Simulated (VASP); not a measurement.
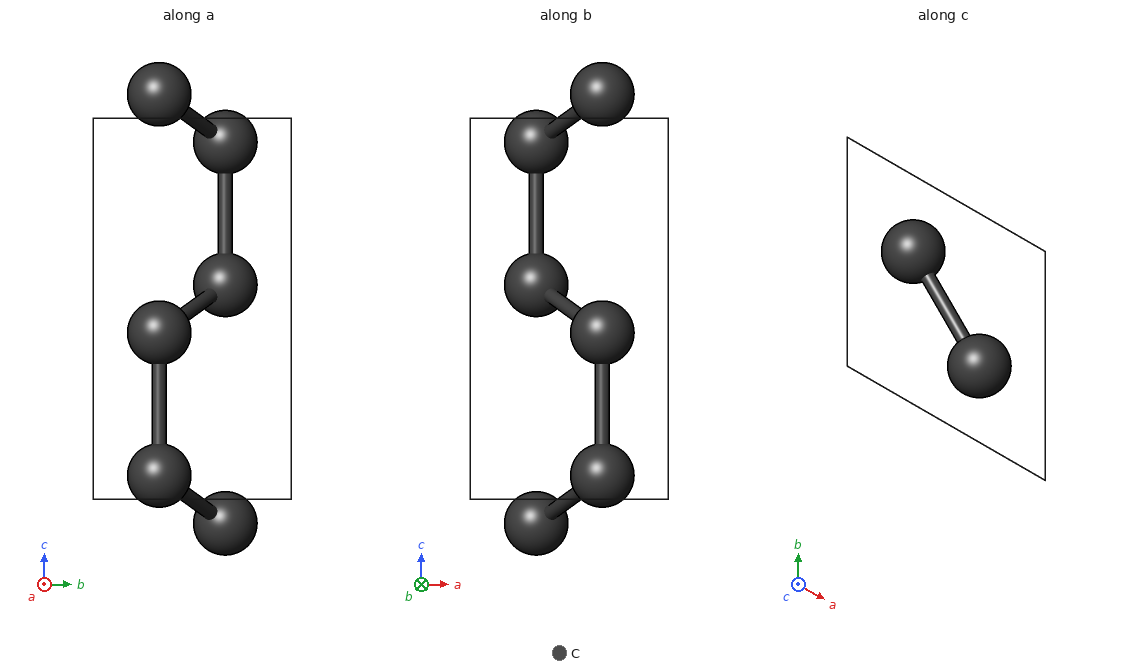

We look at a ball-and-stick model of the crystal along the a axis, along the b axis and along the c axis. The parallelepiped is the conventional unit cell.

Lattice parameters: a = 2.5032 Å, b = 2.5032 Å, c = 4.1689 Å, α = 90.000°, β = 90.000°, γ = 120.000°.

Question: Give the structure in the form of a CIF with its space group and independent sites, with free fractional coordinates to two decimals.

Answer:
```cif
data_structure
_symmetry_space_group_name_H-M 'P 63/m m c'
_symmetry_Int_Tables_number 194
_cell_length_a 2.5032
_cell_length_b 2.5032
_cell_length_c 4.1689
_cell_angle_alpha 90.000
_cell_angle_beta 90.000
_cell_angle_gamma 120.000
_cell_volume 22.62
loop_
_atom_site_label
_atom_site_type_symbol
_atom_site_symmetry_multiplicity
_atom_site_Wyckoff_symbol
_atom_site_fract_x
_atom_site_fract_y
_atom_site_fract_z
_atom_site_occupancy
C1 C 4 f 0.3333 0.6667 0.56 1
```

The initial geometry was a structure type filled with this element by a generator (whether the element takes this form wasn't checked). Earlier steps of the study may have refined or changed the cell and positions. It was run through VASP as a DFT input.
